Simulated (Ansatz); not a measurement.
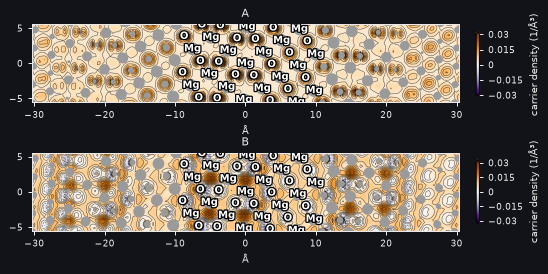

MgO, doped once with holes and once with electrons (0.25 e in the calculation's cell of 16 atoms, uniform background, atoms fixed). Each panel shows the carrier's density (positive where it sits) on the (111) plane of the conventional cell; grey discs cover the cores. Cores are masked to 0.9 Å (Mg) and 0.6 Å (O).

Space group R-3m. This isn't the usual form at ambient conditions. The cell comes from a database of computed structures, not from a measurement.

Computed with DFT PBE, scalar-relativistic, plane waves, PAW in Ansatz.

Which panel shows the hole and which the electron?

Answer. A is the hole: outside the cores it is densest at the edge of the masked core of O; it divides as O about 90 % and Mg about 10 %. B is the electron: outside the cores it is densest 1.6 Å from a magnesium nucleus and 2.1 Å from an oxygen one; it divides as O about 80 % and Mg about 20 %. Shares are sums over atomic cells sized by the Bader volumes, which fill 25 % (Mg) and 75 % (O) of the cell, so only an excess over these marks a preference; they are shares of the net change, screening included, and the band-edge orbitals themselves can be more concentrated.

Run times: 45 s (hole) and 51 s (electron), on 4 threads of Intel(R) Xeon(R) 6975P-C (Granite Rapids) (shared host).
